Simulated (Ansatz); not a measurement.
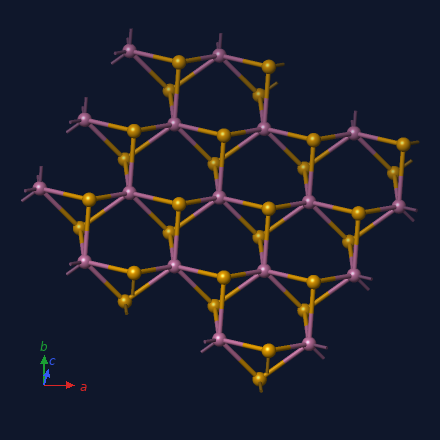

The picture shows a finite piece of the underlying net of a crystal structure, nodes on the atoms' positions. Nodes are coloured by topological kind. One layer is drawn. Edges to nodes outside the piece are drawn as stubs.

Q: What net is this?

A: A binodal (3,6)-connected, two-periodic (layers) net. It is the net of the trigonal-prismatic layers of 2H-MoS2.

Q: Give point symbol and coordination sequence of each kind of node.

A: 3-connected node: 4^3, sequence 3, 13, 9, 24, 15, 36; 6-connected node: 4^3.6^12, sequence 6, 6, 18, 12, 30, 18.

Origin of the net. PtSe₂ (space group Cmcm, No. 63). Coordinates: coordinates from a relaxation with Ansatz 0.2.0, DFT, PBEsol, plane waves, PAW. Bonds are taken as Pt–Se below 2.9 Å; no other contact counts. The graph is simplified in the usual way: terminal and isolated atoms are pruned, two-connected atoms become edges. Se is a 3-connected node; Pt is a 6-connected node, in the ratio 2:1.
